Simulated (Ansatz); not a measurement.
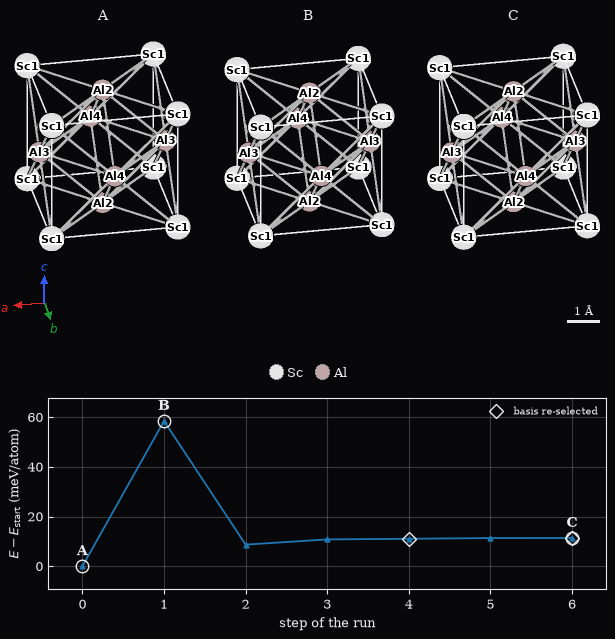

Frames of a relaxation of a crystal of ScAl$_{3}$ (set up in Pm-3m), marked on the history of the run. A ball-and-stick model of the cell of the calculation, seen from a free direction.

The run lets cell and atoms move.

These are results of Ansatz, Kohn-Sham DFT of a periodic cell, PBEsol, Ansatz PAW, not measurements.

Input file:
```yaml
crystal:
  lattice:
    - [4.08780657, 0.0, 0.0]
    - [0.0, 4.08780657, 0.0]
    - [0.0, 0.0, 4.08780657]
  atoms:
    - { symbol: Sc, position: [0.0, 0.0, 0.0] }
    - { symbol: Al, position: [0.5, 0.5, 0.0] }
    - { symbol: Al, position: [0.0, 0.5, 0.5] }
    - { symbol: Al, position: [0.5, 0.0, 0.5] }
hamiltonian:
  xc: pbesol
  pseudopotentials: { kind: paw }
kpoints:
  mp_grid: { grid: [7, 7, 7] }
scf:
  occupations: { method: fermi_dirac, width: 0.05 }
output:
  forces: true
  stress: true
  eigenvalues: true
relax:
  f_tol: 0.01
  max_steps: 40
  cell: { stress_tol: 0.05, p_target: 5.0 }
```

Run as
```bash
ansatz run input.yaml --threads 2 --pin off --max-ram 5632MiB --backend cpu --events-out ev --progress --plain --runs-dir out
```

What happens along the run?

Answer. The energy rises by 11.3 meV per atom in 4 accepted moves (6 points after the start). With the target pressure of 5 GPa, the enthalpy E + pV changes by −20.4 meV per atom. All forces vanish by symmetry, so only the cell relaxes. The pressure goes from −1.12 to 5.00 GPa. At 2 points the geometry stayed and the basis and grid were re-selected for the new cell (energy shift of 0.2 meV per atom at most each time). The atoms keep their places relative to the cell (all moves are under 0.005 Å). The volume changes by −6.0 %, with a = b = c 4.088 → 4.005 Å (−2.0 %). Near-neighbour distances that change, for instance: Al2–Al3 2.891 → 2.832 Å, Sc1–Al2 2.891 → 2.832 Å. The space group stays Pm-3m (No. 221). Cost: 8.9 s on 2 threads of Arm Neoverse N1, on a shared host, peak memory 0.33 GiB. From step 0 to 1: volume −11.2 %, energy +58.5 meV per atom. From step 1 to 6: volume +5.9 %, energy −47.1 meV per atom.
